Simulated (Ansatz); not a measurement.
**Geometry relaxation, with input and output: Al$_{26}$InAs$_{27}$ (part 2 of 4)**

Al$_{26}$InAs$_{27}$ (defect cell, 54 atoms in the cell); DFT, PBE, plane-wave PAW, default files, scalar-relativistic, no spin polarisation (Ansatz 0.2.0); cutoff 420 eV, 2×2×2 k-mesh, Fermi–Dirac smearing of 0.01 eV. The structure derives from an entry of the Crystallography Open Database. It belongs to a series of runs on one base structure; here: In on a Al site, charge +0, ions relaxed.

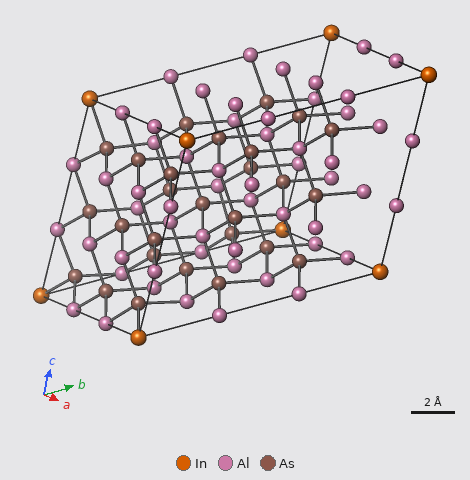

The geometry at step 4 of the log (ball-and-stick view of the cell of the calculation, seen slightly off an axis).

**What the program printed, continued**
```
SCF iter   1: F=—  HF=-150713.495837 eV  |F-HF|=—  |Δ(HF+E_count)|=         —  Δρ=1.22e-3  dr2=1.44e-2  ethr=3.04e-5  ⟨swp⟩=4.3  Hψ=1526  notcnv=0  defer=139
preconditioner: auto → Resta (q_TF=auto, 2.347 Å⁻¹)  ε∞=4.3  [insulator: Δε(μ)=1.413 eV  Ē_g=8.837 eV  σ=0.010 eV  W_gap=1.00  n_scr=282 (ndim 8)  ℏωp=16.0 eV  f_vac=0.006  D(μ)=0.00/eV (n_scr^D=0)  ε∞_Penn≈4.3]
SCF iter   2: F=—  HF=-150713.494597 eV  |F-HF|=—  |Δ(HF+E_count)|=   1.24e-3  Δρ=6.94e-4  dr2=5.17e-3  ethr=2.90e-6  ⟨swp⟩=2.0  Hψ=1051  notcnv=0  defer=139
SCF iter   3: F=—  HF=-150713.493918 eV  |F-HF|=—  |Δ(HF+E_count)|=   6.79e-4  Δρ=7.77e-5  dr2=1.11e-4  ethr=1.04e-6  ⟨swp⟩=3.0  Hψ=1108  notcnv=0  defer=139
SCF iter   4: F=—  HF=-150713.493189 eV  |F-HF|=—  |Δ(HF+E_count)|=   7.30e-4  Δρ=3.02e-5  dr2=1.67e-5  ethr=2.24e-8  ⟨swp⟩=2.0  Hψ=1256  notcnv=0  defer=139
SCF iter   5: F=—  HF=-150713.493188 eV  |F-HF|=—  |Δ(HF+E_count)|=   7.87e-7  Δρ=1.40e-5  dr2=3.28e-6  ethr=3.37e-9  ⟨swp⟩=2.0  Hψ=1367  notcnv=0  defer=139
SCF iter   6: F=-150713.493190 eV  HF=-150713.493190 eV  |F-HF|=1.97e-7  |Δ(HF+E_count)|=   2.30e-6  Δρ=3.50e-6  dr2=2.36e-7  ethr=4.54e-10  ⟨swp⟩=3.3  Hψ=2409  notcnv=0
SCF 3 converged in 6 iterations: F = -150713.493190 eV  dr2 = 2.36e-7
  greatest PAW one-centre occupation: 0.999 electrons in one spin orbital (limit 2), on the As atom at site 45 (counted from 0), in its partial waves of l = 2
relax step   3: F+E_penalty+E_count = -150713.49319021 eV  Δ(F+E_penalty+E_count) = -4.929e-2 eV  max|allowed force component| = 3.661e-2 eV/Å  Δτ_max = 0.0464 Å  (6 SCF iters, dr2 threshold 2.25e-6 eV, accepted)
SCF iter   1: F=—  HF=-150713.494764 eV  |F-HF|=—  |Δ(HF+E_count)|=         —  Δρ=1.15e-4  dr2=1.32e-4  ethr=2.34e-7  ⟨swp⟩=3.0  Hψ=1676  notcnv=0  defer=139
preconditioner: auto → Resta (q_TF=auto, 2.347 Å⁻¹)  ε∞=4.3  [insulator: Δε(μ)=1.418 eV  Ē_g=8.838 eV  σ=0.010 eV  W_gap=1.00  n_scr=282 (ndim 8)  ℏωp=16.0 eV  f_vac=0.006  D(μ)=0.00/eV (n_scr^D=0)  ε∞_Penn≈4.3]
SCF iter   2: F=—  HF=-150713.494744 eV  |F-HF|=—  |Δ(HF+E_count)|=   2.01e-5  Δρ=6.23e-5  dr2=3.40e-5  ethr=2.66e-8  ⟨swp⟩=3.0  Hψ=1063  notcnv=0  defer=138
SCF iter   3: F=—  HF=-150713.494021 eV  |F-HF|=—  |Δ(HF+E_count)|=   7.23e-4  Δρ=7.69e-6  dr2=6.85e-7  ethr=6.85e-9  ⟨swp⟩=2.0  Hψ=1089  notcnv=0  defer=138
SCF iter   4: F=—  HF=-150713.494021 eV  |F-HF|=—  |Δ(HF+E_count)|=   7.81e-8  Δρ=2.04e-6  dr2=8.98e-8  ethr=2.02e-11  ⟨swp⟩=4.0  Hψ=3112  notcnv=0
SCF iter   5: F=-150713.494021 eV  HF=-150713.494021 eV  |F-HF|=6.90e-9  |Δ(HF+E_count)|=   7.96e-8  Δρ=8.91e-7  dr2=1.09e-8  ethr=1.81e-11  ⟨swp⟩=4.0  Hψ=2991  notcnv=0
SCF 4 converged in 5 iterations: F = -150713.494021 eV  dr2 = 1.09e-8
relax step   4: F+E_penalty+E_count = -150713.49402116 eV  Δ(F+E_penalty+E_count) = -8.310e-4 eV  max|allowed force component| = 6.784e-3 eV/Å  Δτ_max = 0.0053 Å  (5 SCF iters, accepted)
NSCF: frozen V_eff on 3 k-points
the band table was solved once a step of the walk had ended and its energy, with any forces and stress, was formed, with the checks that follow a solve (3525 applications of the Hamiltonian). They found nothing against the state; the energy, forces and stress were not computed again (output.eigenvalues in the input reference)
SCF converged after 5 iterations
Free energy (F): -150713.494021 eV
Harris-Foulkes:  -150713.494021 eV  (|F-HF|=6.90e-9)
Internal energy: -150713.494021 eV  (E = F + TS)
E sigma→0 (E₀):  -150713.494021 eV
Fermi energy:    7.249009 eV
--- Per-component energies (eV) ---
  E_band       = -7196.724419
  E_kinetic    = 3651.621888
  E_local      = -58387.674964  (includes V_loc(G=0)·N_el)
  E_nonlocal   = -17461.301471
  E_hartree    = 31079.563348
  E_xc         = -3394.467685
  E_vxc        = -3002.590525  (∫ρ·V_xc dr)
  E_paw        = -65871.320525  (= ΣΔE_a)
  E_vpaw       = 5844.090787  (= ΣTr[D̂ρ^β])
  E_aug_tail   = 0.000186  (compensation charges beyond the density's cutoff)
  E_ewald      = -40329.914798
  E_smearing   = -0.000000  (= −TS)
  E_closure    = -0.000000  (closes the sum)
  Σ components = -150713.494021   (vs F -150713.494021, Δ=0.00e0)
--- Forces (eV/Å), atoms counted from 1 ---
  atom   1  In     0.00000000    -0.00000000     0.00000000
  atom   2  Al    -0.00132559    -0.00132559     0.00285055
  atom   3  Al     0.00132559     0.00132559     0.00285055
  atom   4  Al    -0.00132559     0.00285055    -0.00132559
  atom   5  Al    -0.00132259     0.00132259     0.00132259
  atom   6  Al    -0.00285055     0.00132559    -0.00132559
  atom   7  Al     0.00132559     0.00285055     0.00132559
  atom   8  Al    -0.00285055    -0.00132559     0.00132559
  atom   9  Al     0.00261723    -0.00261723    -0.00261723
  atom  10  Al     0.00285055    -0.00132559    -0.00132559
  atom  11  Al     0.00132259    -0.00132259     0.00132259
  atom  12  Al     0.00132559    -0.00285055    -0.00132559
  atom  13  Al     0.00132259     0.00132259    -0.00132259
  atom  14  Al    -0.00132259    -0.00132259    -0.00132259
  atom  15  Al     0.00000000    -0.00000000     0.00273558
  atom  16  Al     0.00132559    -0.00132559    -0.00285055
  atom  17  Al     0.00000000     0.00273558     0.00000000
  atom  18  Al    -0.00273558    -0.00000000     0.00000000
  atom  19  Al     0.00285055     0.00132559     0.00132559
  atom  20  Al    -0.00132559    -0.00285055     0.00132559
  atom  21  Al    -0.00261723     0.00261723    -0.00261723
  atom  22  Al    -0.00132559     0.00132559    -0.00285055
  atom  23  Al     0.00273558    -0.00000000     0.00000000
  atom  24  Al     0.00000000    -0.00273558    -0.00000000
  atom  25  Al    -0.00261723    -0.00261723     0.00261723
  atom  26  Al     0.00000000    -0.00000000    -0.00273558
  atom  27  Al     0.00261723     0.00261723     0.00261723
  atom  28  As     0.00449615     0.00449615     0.00449615
  atom  29  As    -0.00000000     0.00000000    -0.00678398
  atom  30  As    -0.00449615    -0.00449615     0.00449615
  atom  31  As    -0.00000000    -0.00678398    -0.00000000
  atom  32  As     0.00678398     0.00000000     0.00000000
  atom  33  As    -0.00108567     0.00108567    -0.00221533
  atom  34  As    -0.00449615     0.00449615    -0.00449615
  atom  35  As    -0.00108567    -0.00221533     0.00108567
  atom  36  As     0.00221533     0.00108567     0.00108567
  atom  37  As    -0.00678398     0.00000000     0.00000000
  atom  38  As    -0.00000000     0.00678398    -0.00000000
  atom  39  As     0.00108567    -0.00108567    -0.00221533
  atom  40  As    -0.00000000     0.00000000     0.00678398
  atom  41  As     0.00088051     0.00088051     0.00088051
  atom  42  As    -0.00088051    -0.00088051     0.00088051
  atom  43  As     0.00108567    -0.00221533    -0.00108567
  atom  44  As    -0.00088051     0.00088051    -0.00088051
  atom  45  As     0.00221533    -0.00108567    -0.00108567
  atom  46  As     0.00449615    -0.00449615    -0.00449615
  atom  47  As    -0.00221533    -0.00108567     0.00108567
  atom  48  As     0.00108567     0.00221533     0.00108567
  atom  49  As    -0.00221533     0.00108567    -0.00108567
  atom  50  As     0.00088051    -0.00088051    -0.00088051
  atom  51  As    -0.00108567     0.00221533    -0.00108567
  atom  52  As     0.00108567     0.00108567     0.00221533
  atom  53  As    -0.00108567    -0.00108567     0.00221533
  atom  54  As    -0.00000000     0.00000000    -0.00000000
  max |Σ_I F_I| component: 5.09e-16 eV/Å
--- Stress (GPa, compression-positive) ---
        3.225962       0.000000      -0.000000
        0.000000       3.225962       0.000000
       -0.000000       0.000000       3.225962
  P = ⅓ Tr σ = 3.2260 GPa (32.260 kbar)
--- PAW observables at the nuclei: V_zz in 10²¹ V/m², potentials from the cell's mean, atoms counted from 1 ---
  atom   1  In V_zz =    +0.000000   η = 0.0000   by run symmetry: forbidden   C_q = +0.0000 MHz
            electrostatic potential = -7935.199287 V   contact ρ = 1133008.464331 e/Å³
  atom   2  Al V_zz =    -0.209884   η = 0.6657   by run symmetry: allowed   C_q = -0.7440 MHz
            electrostatic potential = -1227.828684 V   contact ρ = 10084.831373 e/Å³
  atom   3  Al V_zz =    -0.209884   η = 0.6657   by run symmetry: allowed   C_q = -0.7440 MHz
            electrostatic potential = -1227.828684 V   contact ρ = 10084.831373 e/Å³
  atom   4  Al V_zz =    -0.209884   η = 0.6657   by run symmetry: allowed   C_q = -0.7440 MHz
            electrostatic potential = -1227.828684 V   contact ρ = 10084.831373 e/Å³
  atom   5  Al V_zz =    -0.015031   η = 0.0000   by run symmetry: allowed   C_q = -0.0533 MHz
            electrostatic potential = -1227.750822 V   contact ρ = 10084.852887 e/Å³
  atom   6  Al V_zz =    -0.209884   η = 0.6657   by run symmetry: allowed   C_q = -0.7440 MHz
            electrostatic potential = -1227.828684 V   contact ρ = 10084.831373 e/Å³
  atom   7  Al V_zz =    -0.209884   η = 0.6657   by run symmetry: allowed   C_q = -0.7440 MHz
            electrostatic potential = -1227.828684 V   contact ρ = 10084.831373 e/Å³
  atom   8  Al V_zz =    -0.209884   η = 0.6657   by run symmetry: allowed   C_q = -0.7440 MHz
            electrostatic potential = -1227.828684 V   contact ρ = 10084.831373 e/Å³
  atom   9  Al V_zz =    +0.010467   η = 0.0000   by run symmetry: allowed   C_q = +0.0371 MHz
            electrostatic potential = -1227.743750 V   contact ρ = 10084.859681 e/Å³
  atom  10  Al V_zz =    -0.209884   η = 0.6657   by run symmetry: allowed   C_q = -0.7440 MHz
            electrostatic potential = -1227.828684 V   contact ρ = 10084.831373 e/Å³
  atom  11  Al V_zz =    -0.015031   η = 0.0000   by run symmetry: allowed   C_q = -0.0533 MHz
            electrostatic potential = -1227.750822 V   contact ρ = 10084.852887 e/Å³
  atom  12  Al V_zz =    -0.209884   η = 0.6657   by run symmetry: allowed   C_q = -0.7440 MHz
            electrostatic potential = -1227.828684 V   contact ρ = 10084.831373 e/Å³
  atom  13  Al V_zz =    -0.015031   η = 0.0000   by run symmetry: allowed   C_q = -0.0533 MHz
            electrostatic potential = -1227.750822 V   contact ρ = 10084.852887 e/Å³
  atom  14  Al V_zz =    -0.015031   η = 0.0000   by run symmetry: allowed   C_q = -0.0533 MHz
            electrostatic potential = -1227.750822 V   contact ρ = 10084.852887 e/Å³
  atom  15  Al V_zz =    -0.005082   η = 0.1877   by run symmetry: allowed   C_q = -0.0180 MHz
            electrostatic potential = -1227.741762 V   contact ρ = 10084.862138 e/Å³
  atom  16  Al V_zz =    -0.209884   η = 0.6657   by run symmetry: allowed   C_q = -0.7440 MHz
            electrostatic potential = -1227.828684 V   contact ρ = 10084.831373 e/Å³
  atom  17  Al V_zz =    -0.005082   η = 0.1877   by run symmetry: allowed   C_q = -0.0180 MHz
            electrostatic potential = -1227.741762 V   contact ρ = 10084.862138 e/Å³
  atom  18  Al V_zz =    -0.005082   η = 0.1877   by run symmetry: allowed   C_q = -0.0180 MHz
            electrostatic potential = -1227.741762 V   contact ρ = 10084.862138 e/Å³
  atom  19  Al V_zz =    -0.209884   η = 0.6657   by run symmetry: allowed   C_q = -0.7440 MHz
            electrostatic potential = -1227.828684 V   contact ρ = 10084.831373 e/Å³
  atom  20  Al V_zz =    -0.209884   η = 0.6657   by run symmetry: allowed   C_q = -0.7440 MHz
            electrostatic potential = -1227.828684 V   contact ρ = 10084.831373 e/Å³
  atom  21  Al V_zz =    +0.010467   η = 0.0000   by run symmetry: allowed   C_q = +0.0371 MHz
            electrostatic potential = -1227.743750 V   contact ρ = 10084.859681 e/Å³
  atom  22  Al V_zz =    -0.209884   η = 0.6657   by run symmetry: allowed   C_q = -0.7440 MHz
            electrostatic potential = -1227.828684 V   contact ρ = 10084.831373 e/Å³
  atom  23  Al V_zz =    -0.005082   η = 0.1877   by run symmetry: allowed   C_q = -0.0180 MHz
            electrostatic potential = -1227.741762 V   contact ρ = 10084.862138 e/Å³
  atom  24  Al V_zz =    -0.005082   η = 0.1877   by run symmetry: allowed   C_q = -0.0180 MHz
            electrostatic potential = -1227.741762 V   contact ρ = 10084.862138 e/Å³
  atom  25  Al V_zz =    +0.010467   η = 0.0000   by run symmetry: allowed   C_q = +0.0371 MHz
            electrostatic potential = -1227.743750 V   contact ρ = 10084.859681 e/Å³
  atom  26  Al V_zz =    -0.005082   η = 0.1877   by run symmetry: allowed   C_q = -0.0180 MHz
            electrostatic potential = -1227.741762 V   contact ρ = 10084.862138 e/Å³
  atom  27  Al V_zz =    +0.010467   η = 0.0000   by run symmetry: allowed   C_q = +0.0371 MHz
            electrostatic potential = -1227.743750 V   contact ρ = 10084.859681 e/Å³
  atom  28  As V_zz =    +3.515302   η = 0.0000   by run symmetry: allowed   C_q = +26.4349 MHz
            electrostatic potential = -4513.565799 V   contact ρ = 235487.074145 e/Å³
  atom  29  As V_zz =    -1.479068   η = 0.0793   by run symmetry: allowed   C_q = -11.1225 MHz
            electrostatic potential = -4513.579585 V   contact ρ = 235485.636930 e/Å³
  atom  30  As V_zz =    +3.515302   η = 0.0000   by run symmetry: allowed   C_q = +26.4349 MHz
            electrostatic potential = -4513.565799 V   contact ρ = 235487.074145 e/Å³
  atom  31  As V_zz =    -1.479068   η = 0.0793   by run symmetry: allowed   C_q = -11.1225 MHz
            electrostatic potential = -4513.579585 V   contact ρ = 235485.636930 e/Å³
  atom  32  As V_zz =    -1.479068   η = 0.0793   by run symmetry: allowed   C_q = -11.1225 MHz
            electrostatic potential = -4513.579585 V   contact ρ = 235485.636930 e/Å³
  atom  33  As V_zz =    -0.053004   η = 0.5321   by run symmetry: allowed   C_q = -0.3986 MHz
            electrostatic potential = -4513.521622 V   contact ρ = 235485.721955 e/Å³
  atom  34  As V_zz =    +3.515302   η = 0.0000   by run symmetry: allowed   C_q = +26.4349 MHz
            electrostatic potential = -4513.565799 V   contact ρ = 235487.074145 e/Å³
  atom  35  As V_zz =    -0.053004   η = 0.5321   by run symmetry: allowed   C_q = -0.3986 MHz
            electrostatic potential = -4513.521622 V   contact ρ = 235485.721955 e/Å³
  atom  36  As V_zz =    -0.053004   η = 0.5321   by run symmetry: allowed   C_q = -0.3986 MHz
            electrostatic potential = -4513.521622 V   contact ρ = 235485.721955 e/Å³
  atom  37  As V_zz =    -1.479068   η = 0.0793   by run symmetry: allowed   C_q = -11.1225 MHz
            electrostatic potential = -4513.579585 V   contact ρ = 235485.636930 e/Å³
  atom  38  As V_zz =    -1.479068   η = 0.0793   by run symmetry: allowed   C_q = -11.1225 MHz
            electrostatic potential = -4513.579585 V   contact ρ = 235485.636930 e/Å³
  atom  39  As V_zz =    -0.053004   η = 0.5321   by run symmetry: allowed   C_q = -0.3986 MHz
            electrostatic potential = -4513.521622 V   contact ρ = 235485.721955 e/Å³
  atom  40  As V_zz =    -1.479068   η = 0.0793   by run symmetry: allowed   C_q = -11.1225 MHz
            electrostatic potential = -4513.579585 V   contact ρ = 235485.636930 e/Å³
  atom  41  As V_zz =    -0.032430   η = 0.0000   by run symmetry: allowed   C_q = -0.2439 MHz
            electrostatic potential = -4513.523284 V   contact ρ = 235485.773541 e/Å³
  atom  42  As V_zz =    -0.032430   η = 0.0000   by run symmetry: allowed   C_q = -0.2439 MHz
            electrostatic potential = -4513.523284 V   contact ρ = 235485.773541 e/Å³
  atom  43  As V_zz =    -0.053004   η = 0.5321   by run symmetry: allowed   C_q = -0.3986 MHz
            electrostatic potential = -4513.521622 V   contact ρ = 235485.721955 e/Å³
  atom  44  As V_zz =    -0.032430   η = 0.0000   by run symmetry: allowed   C_q = -0.2439 MHz
            electrostatic potential = -4513.523284 V   contact ρ = 235485.773541 e/Å³
  atom  45  As V_zz =    -0.053004   η = 0.5321   by run symmetry: allowed   C_q = -0.3986 MHz
            electrostatic potential = -4513.521622 V   contact ρ = 235485.721955 e/Å³
  atom  46  As V_zz =    +3.515302   η = 0.0000   by run symmetry: allowed   C_q = +26.4349 MHz
            electrostatic potential = -4513.565799 V   contact ρ = 235487.074145 e/Å³
  atom  47  As V_zz =    -0.053004   η = 0.5321   by run symmetry: allowed   C_q = -0.3986 MHz
            electrostatic potential = -4513.521622 V   contact ρ = 235485.721955 e/Å³
  atom  48  As V_zz =    -0.053004   η = 0.5321   by run symmetry: allowed   C_q = -0.3986 MHz
            electrostatic potential = -4513.521622 V   contact ρ = 235485.721955 e/Å³
  atom  49  As V_zz =    -0.053004   η = 0.5321   by run symmetry: allowed   C_q = -0.3986 MHz
            electrostatic potential = -4513.521622 V   contact ρ = 235485.721955 e/Å³
  atom  50  As V_zz =    -0.032430   η = 0.0000   by run symmetry: allowed   C_q = -0.2439 MHz
            electrostatic potential = -4513.523284 V   contact ρ = 235485.773541 e/Å³
  atom  51  As V_zz =    -0.053004   η = 0.5321   by run symmetry: allowed   C_q = -0.3986 MHz
            electrostatic potential = -4513.521622 V   contact ρ = 235485.721955 e/Å³
  atom  52  As V_zz =    -0.053004   η = 0.5321   by run symmetry: allowed   C_q = -0.3986 MHz
            electrostatic potential = -4513.521622 V   contact ρ = 235485.721955 e/Å³
  atom  53  As V_zz =    -0.053004   η = 0.5321   by run symmetry: allowed   C_q = -0.3986 MHz
            electrostatic potential = -4513.521622 V   contact ρ = 235485.721955 e/Å³
  atom  54  As V_zz =    -0.000000   η = 0.0000   by run symmetry: forbidden   C_q = -0.0000 MHz
            electrostatic potential = -4513.521543 V   contact ρ = 235485.834217 e/Å³
--- Band table (eV) ---
```
